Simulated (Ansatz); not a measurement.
## MoS$_{2}$: single-point calculation (part 1 of 3)

- system: MoS$_{2}$ (slab, 15 atoms in the cell)
- method: DFT PBEsol, scalar-relativistic, plane waves, PAW, no spin polarisation (Ansatz 0.2.0)

The structure derives from an entry of the Crystallography Open Database. It belongs to a series of runs on one base structure; here: field: 1.5. Figures and captions count atoms from 1; the log counts them from 0 in places.

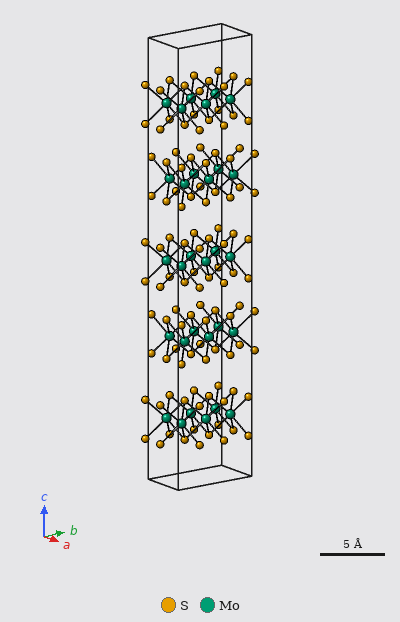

Figure 1. The input geometry (ball-and-stick view of the 2 × 3 repeat of the cell, with the vacuum cut short, seen slightly off an axis; bonded neighbours outside the cell are drawn too). An atom can appear more than once, as a periodic image.

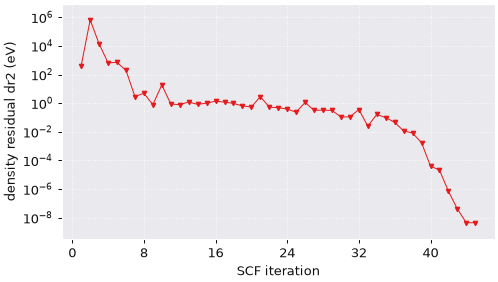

Figure 2. Convergence of the self-consistent field: density residual dr2 against the SCF iteration. The residual falls unevenly and jumps up by a factor of two or more 6 times on the way down.

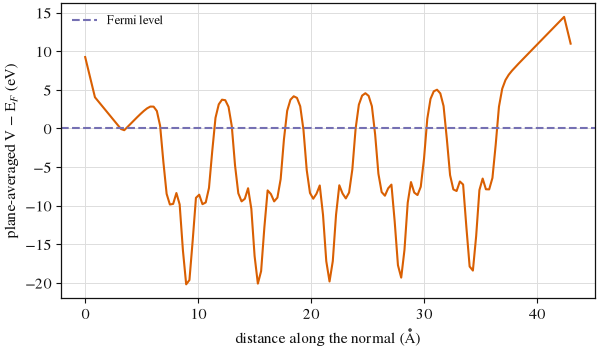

Figure 3. Plane average of the electrostatic potential energy of an electron across the cell, from the Fermi level.

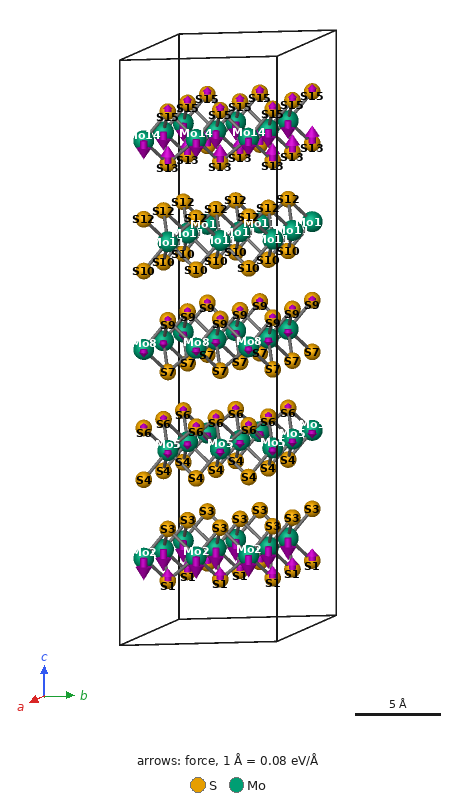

Figure 4. Forces on the atoms as pink arrows (ball-and-stick view of the 3 × 3 repeat of the cell, with the vacuum cut short, seen slightly off an axis; atoms are numbered from 1 in the order of the input). The largest act on Mo2 (0.11 eV/Å); Mo14 (0.09 eV/Å); S13 (0.09 eV/Å); S1 (0.06 eV/Å), among others. The geometry is not a stationary point of this energy.

These pictures come from the run below.

Input file:
```yaml
crystal:
  lattice:
    - [3.1414322221, 0.0, 0.0]
    - [-1.570716111, 2.7205601086, 0.0]
    - [0.0, 0.0, 43.2758314468]
  atoms:
    - { symbol: S, position: [0.3333333333, 0.6666666667, 0.1733068955] }
    - { symbol: Mo, position: [0.6666666667, 0.3333333333, 0.2093338485] }
    - { symbol: S, position: [0.3333333333, 0.6666666667, 0.2453608015] }
    - { symbol: S, position: [0.6666666667, 0.3333333333, 0.3186399713] }
    - { symbol: Mo, position: [0.3333333333, 0.6666666667, 0.3546669243] }
    - { symbol: S, position: [0.6666666667, 0.3333333333, 0.3906938773] }
    - { symbol: S, position: [0.3333333333, 0.6666666667, 0.463973047] }
    - { symbol: Mo, position: [0.6666666667, 0.3333333333, 0.5] }
    - { symbol: S, position: [0.3333333333, 0.6666666667, 0.536026953] }
    - { symbol: S, position: [0.6666666667, 0.3333333333, 0.6093061227] }
    - { symbol: Mo, position: [0.3333333333, 0.6666666667, 0.6453330757] }
    - { symbol: S, position: [0.6666666667, 0.3333333333, 0.6813600287] }
    - { symbol: S, position: [0.3333333333, 0.6666666667, 0.7546391985] }
    - { symbol: Mo, position: [0.6666666667, 0.3333333333, 0.7906661515] }
    - { symbol: S, position: [0.3333333333, 0.6666666667, 0.8266931045] }
basis:
  ecutwfc: 420
kpoints:
  mp_grid: { grid: [9, 9, 1] }
hamiltonian:
  xc: pbesol
scf:
  occupations: { method: gaussian, width: 0.05 }
  max_iter: 69
output:
  forces: true
  stress: true
  eigenvalues: true
efield:
  axis: 3
  dipole_correction: true
  ramp_width: 0.04
  amplitude: 1.5
```

Command:
```bash
ansatz run input.yaml --threads 2 --pin off --max-ram 5120MiB --backend cpu --events-out ev --progress --plain --runs-dir out
```

Log:
```
Engine: ansatz 0.2.0, x86_64-unknown-linux-gnu
Pseudopotentials: kind: paw
Pseudopotential: S, paw, valence charge 6, recommended cutoff 420 eV (normal), S.paw.azcp
Pseudopotential: Mo, paw, valence charge 14, recommended cutoff 420 eV (normal), Mo.paw.azcp
Functional definition: PBEsol
  exchange = pbesol_x
  correlation = pbesol_c
Crystal: 15 atoms, lattice volume = 369.855 Å³
Basis set: ecut = 420 eV, 7153 PW (Γ), exchange–correlation on 48×48×600 points (8 copies of the dense FFT grid, shifted against one another)
Bands: 80, of which v1, the nominal top of the filled ones, is band 65 counted from 1 (64 counted from 0)
Symmetry: 6 space group operations
k-points: 12 of 81 (time reversal used)
Non-local potential: S, projectors of the file, l = 0: 2, l = 1: 2, l = 2: 2
Non-local potential: Mo, projectors of the file, l = 0: 3, l = 1: 2, l = 2: 2, l = 3: 1
PAW form: soft (Blöchl's): semilocal exchange-correlation on the pseudo side does not see the compensation charge
PAW frozen core: S, regenerated for the run's functional, and the local potential with it (the file was generated under x = pbe(κ = 0.804, μ = 0.2195149727645171), c = pbe(β = 0.06672455060314922))
PAW frozen core: Mo, regenerated for the run's functional, and the local potential with it (the file was generated under x = pbe(κ = 0.804, μ = 0.2195149727645171), c = pbe(β = 0.06672455060314922))
PAW one-centre angular grid: S, 110 points (default); XC on 64 Gauss nodes
PAW one-centre angular grid: Mo, 590 points (default); XC on 64 Gauss nodes
Initial density: superposition of atomic densities (neutral atoms: chi_scale 0, normalization atom, screened)
Initial wavefunctions: pseudopotential atomic-orbital guess
Functional: x = pbesol(κ = 0.804, μ = 0.12345679012345678), c = pbesol(β = 0.046)
```
